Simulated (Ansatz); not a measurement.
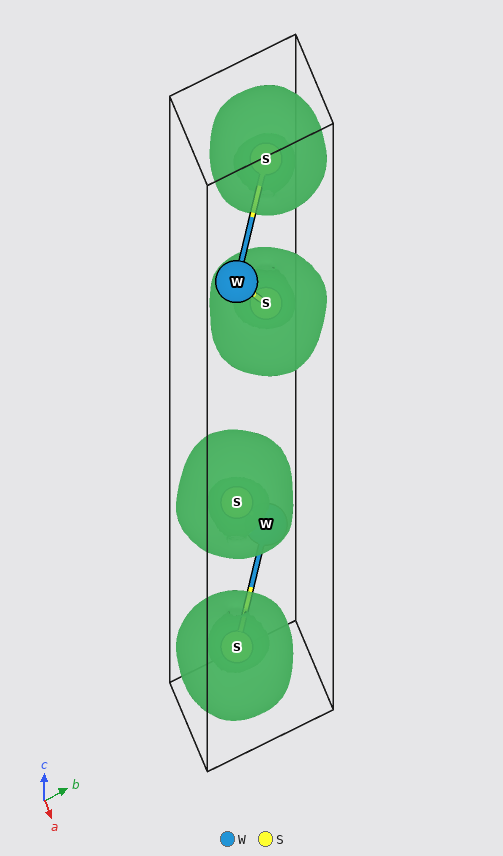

Figure. WS2. Isosurface of the electron localisation function at 0.7 (green), seen at an oblique angle. Only the valence region is drawn (cores and ρ < 0.01 e/Å³ removed). Sticks mark near contacts.

Space group P6₃/mmc.

The calculation used DFT PBEsol, scalar-relativistic, plane waves, PAW (Ansatz 0.2.0).

> What do the ELF domains correspond to?

The surface consists of four regions wrapped around S (the valence shell of each), counted in one cell of 6 atoms. Any copies at cell faces, edges or corners count once. Profiles from the grid: W–S (2.40 Å): the ELF peaks at about 0.85 in the valence shell of S, 0.8 Å from its nucleus, and is about 0.50 at the midpoint.
